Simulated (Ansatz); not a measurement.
## Electronic structure of BeS₄ in real space

Input file:

```
crystal:
  lattice:
    - [4.027335883, -4.9614787859, 0.0]
    - [4.027335883, 4.9614787859, 0.0]
    - [0.0, 0.0, 3.3981573288]
  atoms:
    - { symbol: Be, position: [0.0, 0.0, 0.0] }
    - { symbol: S, position: [0.8592782976, 0.8592782976, 0.5] }
    - { symbol: S, position: [0.1407217024, 0.1407217024, 0.5] }
    - { symbol: S, position: [0.5971074698, 0.4028925302, 0.0] }
    - { symbol: S, position: [0.4028925302, 0.5971074698, 0.0] }
basis:
  ecutwfc: 420
kpoints:
  mp_grid: { grid: [6, 6, 12] }
hamiltonian:
  xc: pbe
scf:
  occupations: { method: gaussian, width: 0.1 }
output:
  forces: true
  stress: true
  eigenvalues: true
  write_density: true
  write_potential: true
  elf: true
  volumetric_format: npy
relax:
  adjacent_minimum: "off"
  f_tol: 0.01
  max_steps: 80
  cell: { stress_tol: 0.05 }
```

Run with:

```sh
ansatz run input.yaml --threads 1 --pin off --max-ram 2560MiB --backend cpu --events-out ev --progress --plain --runs-dir out
```

Below, planes, directions and counts refer to the conventional cell (a = 7.83 Å, b = 10.49 Å, c = 3.40 Å, α = 90.00°, β = 90.00°, γ = 90.00°).

The fields are those of the run's last geometry, not of the input's.

Space group Cmmm; a structure generated by program, which may or may not match a known phase.

All numbers below come from Ansatz 0.2.0, DFT PBE, scalar-relativistic, plane waves, PAW.

Core electrons are frozen (PAW), and the valence fields are smoothed inside the atomic spheres.

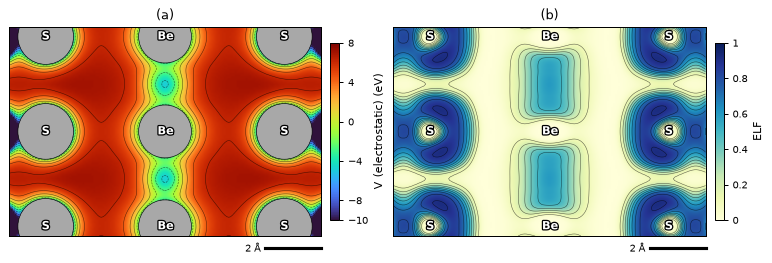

Figure 1. (a) electrostatic potential energy of an electron; (b) ELF on the (100) plane of the conventional cell. Grey discs cover the atomic cores in the potential map.

Interpret the plot.

- The plane passes through Be and S nuclei.
- The ELF also peaks beside S, away from the bonds: lone-pair regions.
- Outside the cores the potential energy rises away from the atoms and is highest about 2.1 Å from the nearest atoms; its zero is arbitrary.

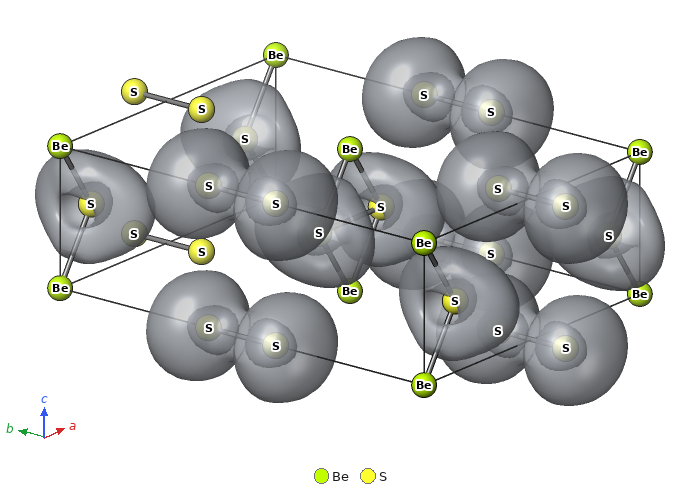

Figure 2. Isosurface of the ELF at 0.7 (grey), seen at an oblique angle. Only the valence region is drawn (cores and ρ < 0.01 e/Å³ removed). Sticks mark near contacts.

Where are the electrons localised?

At this value the surface marks out two regions between bonded S–S atoms and four regions wrapped around S (the valence shell of each), counted in one cell of 10 atoms. Any copies at cell faces, edges or corners count once. Along the contacts the grid gives the following. S–S (1.93 Å): the ELF peaks at about 0.80 between the atoms. Be–S (2.05 Å): the ELF peaks at about 0.85 in the valence shell of S, 0.9 Å from its nucleus, and is about 0.85 at the midpoint.

Does the calculation give a band gap?

It is metallic or semimetallic at this level of theory: no gap opens.
